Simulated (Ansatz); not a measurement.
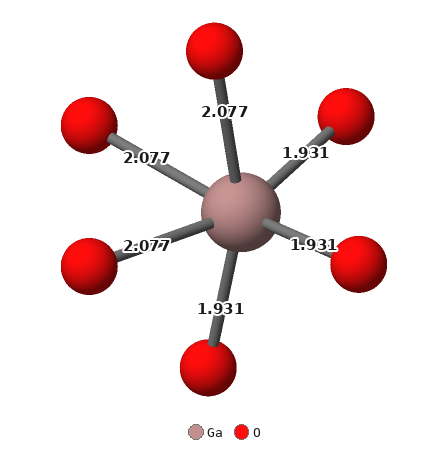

The surroundings of site Ga1 (at 0.000, 0.000, 0.356) in Ga₂O₃ in space group R-3c, with bond lengths in Å.

Source of the atomic positions: the end point of a relaxation with DFT, PBEsol, plane waves, PAW (Ansatz 0.2.0); the starting structure was generated, so it need not be a known form of this composition.

```yaml
crystal:
  lattice:
    - [5.00015, 0.00000, 0.00000]
    - [-2.50008, 4.33026, 0.00000]
    - [0.00000, 0.00000, 13.44746]
  atoms:
    - { symbol: Ga, position: [0.00000, 0.00000, 0.35569] }
    - { symbol: Ga, position: [0.66667, 0.33333, 0.18903] }
    - { symbol: Ga, position: [0.33333, 0.66667, 0.31097] }
    - { symbol: Ga, position: [0.66667, 0.33333, 0.47764] }
    - { symbol: O, position: [0.69720, 0.00000, 0.25000] }
    - { symbol: O, position: [0.30280, 0.30280, 0.25000] }
    - { symbol: O, position: [0.63614, 0.66667, 0.41667] }
    - { symbol: O, position: [0.33333, 0.96947, 0.41667] }
    - { symbol: O, position: [0.03053, 0.36386, 0.41667] }
    - { symbol: O, position: [0.00000, 0.69720, 0.25000] }
    - { symbol: Ga, position: [0.66667, 0.33333, 0.68903] }
    - { symbol: Ga, position: [0.33333, 0.66667, 0.52236] }
    - { symbol: Ga, position: [0.00000, 0.00000, 0.64431] }
    - { symbol: Ga, position: [0.33333, 0.66667, 0.81097] }
    - { symbol: O, position: [0.36386, 0.33333, 0.58333] }
    - { symbol: O, position: [0.96947, 0.63614, 0.58333] }
    - { symbol: O, position: [0.30280, 0.00000, 0.75000] }
    - { symbol: O, position: [0.00000, 0.30280, 0.75000] }
    - { symbol: O, position: [0.69720, 0.69720, 0.75000] }
    - { symbol: O, position: [0.66667, 0.03053, 0.58333] }
    - { symbol: Ga, position: [0.33333, 0.66667, 0.02236] }
    - { symbol: Ga, position: [0.00000, 0.00000, 0.85569] }
    - { symbol: Ga, position: [0.66667, 0.33333, 0.97764] }
    - { symbol: Ga, position: [0.00000, 0.00000, 0.14431] }
    - { symbol: O, position: [0.03053, 0.66667, 0.91667] }
    - { symbol: O, position: [0.63614, 0.96947, 0.91667] }
    - { symbol: O, position: [0.96947, 0.33333, 0.08333] }
    - { symbol: O, position: [0.66667, 0.63614, 0.08333] }
    - { symbol: O, position: [0.36386, 0.03053, 0.08333] }
    - { symbol: O, position: [0.33333, 0.36386, 0.91667] }
```

Bond valence s = exp((R0 − d)/b), R0 fitted to published crystal structures with b = 0.37 Å; R0 in Å: Ga3+–O 1.718.

### Calculate the bond-valence sum of Ga1 from the bonds drawn.

3 × 0.562 + 3 × 0.379 = 2.82 v.u., against a formal valence of 3: underbonded (bonds long for this ion) by 0.18.

### And over the whole structure?

```csv
site,"x, y, z",formal valence,bond-valence sum,difference
Ga1,"0.000, 0.000, 0.356",+3,2.91,-0.09
O1,"0.697, 0.000, 0.250",−2,1.94,-0.06
```

These sums include all anions within 5 Å. The global instability index (root mean square of the differences over all atoms) is 0.07 v.u.: little strain.
